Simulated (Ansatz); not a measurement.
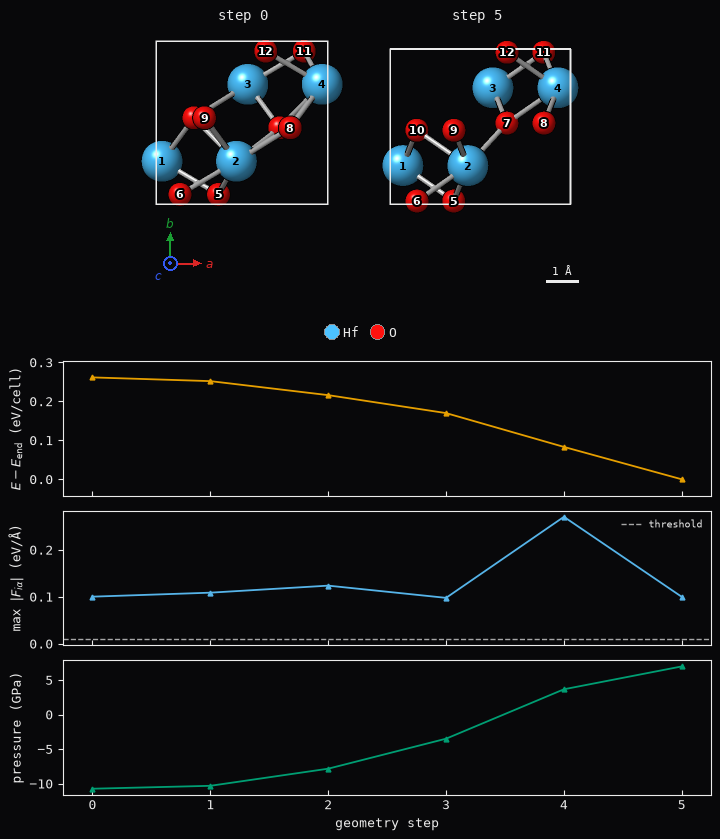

First and last geometry of a relaxation of a crystal of HfO2 (set up in Pca2_1), with the history of the run. The picture is a ball-and-stick view of the cell of the calculation, seen along the c axis.

Case: volume × 1.06, shape and atoms relaxed.

All numbers below come from DFT PBE, scalar-relativistic, plane waves, PAW (Ansatz 0.2.0).

The input:
```yaml
crystal:
  lattice:
    - [5.4179944665, 0.0, 0.0]
    - [0.0, 5.1544267532, 0.0]
    - [0.0, 0.0, 5.1957601472]
  atoms:
    - { symbol: Hf, position: [0.033282823, 0.2643984635, 0.2357496753] }
    - { symbol: Hf, position: [0.466717177, 0.2643984635, 0.7357496753] }
    - { symbol: Hf, position: [0.533282823, 0.7356015365, 0.2357496753] }
    - { symbol: Hf, position: [0.966717177, 0.7356015365, 0.7357496753] }
    - { symbol: O, position: [0.3622044361, 0.0610286228, 0.387899911] }
    - { symbol: O, position: [0.1377955639, 0.0610286228, 0.887899911] }
    - { symbol: O, position: [0.7193074751, 0.469281319, 0.4893504137] }
    - { symbol: O, position: [0.7806925249, 0.469281319, 0.9893504137] }
    - { symbol: O, position: [0.2806925249, 0.530718681, 0.9893504137] }
    - { symbol: O, position: [0.2193074751, 0.530718681, 0.4893504137] }
    - { symbol: O, position: [0.8622044361, 0.9389713772, 0.387899911] }
    - { symbol: O, position: [0.6377955639, 0.9389713772, 0.887899911] }
basis:
  ecutwfc: 420
kpoints:
  mp_grid: { grid: [4, 6, 6] }
hamiltonian:
  xc: pbe
scf:
  occupations: { method: gaussian, width: 0.02 }
output:
  forces: true
  stress: true
  eigenvalues: true
relax:
  adjacent_minimum: "off"
  f_tol: 0.01
  max_steps: 30
  cell: { stress_tol: 0.1, fix: [volume] }
```

Launched with:
```bash
ansatz run input.yaml --threads 4 --pin off --max-ram 10240MiB --backend cpu --events-out ev --progress --plain --runs-dir out
```

Question: Did the run converge, and what did it change?

Answer: The run was cut off at its time limit before the relaxation converged, so the last structure is only a point on the way. After 5 geometry steps the energy has fallen by 0.262 eV per cell of the calculation. The largest force component goes from 0.1 to 0.1 eV/Å. The pressure goes from −10.72 to 6.97 GPa. The largest moves relative to the cell, 0.53 Å, are those of O7, O8, O9 and O10. O8 goes along [3 2 2]. By element the largest moves are O 0.53 Å, Hf 0.27 Å. The drawn cell changes at constant volume: a 5.418 → 5.688 Å (+5.0 %), b 5.154 → 4.909 Å (−4.8 %), c unchanged at 5.196 Å. Among the contacts that change: Hf1–O7 2.397 → 3.232 Å, Hf1–Hf2 3.502 → 3.311 Å, Hf1–O9 2.307 → 2.158 Å, Hf1–O8 2.151 → 2.033 Å. Bonds break, among them: Hf1–O7 (2.40 → 3.23 Å), Hf2–O8 (2.40 → 3.23 Å), Hf3–O10 (2.40 → 3.23 Å), Hf4–O9 (2.40 → 3.23 Å). Bond angles that change, for instance: O5–Hf3–O7 119.5° → 96.7°, O7–Hf3–O12 134.2° → 155.3°, Hf1–O8–Hf3 109.4° → 127.5°. The space group stays Pca2_1 (No. 29). The run took 6.4 min on 4 threads of AMD EPYC (Zen 3) (shared host), peak memory 0.87 GiB.

```
step  E − E(0), meV/atom  largest force component, eV/Å  pressure, GPa
   0                0.00                         0.1004         -10.72
   1               -0.80                         0.1089         -10.30
   2               -3.80                         0.1239          -7.83
   3               -7.64                         0.0978          -3.49
   4              -14.87                         0.2704           3.67
   5              -21.81                         0.1000           6.97
```
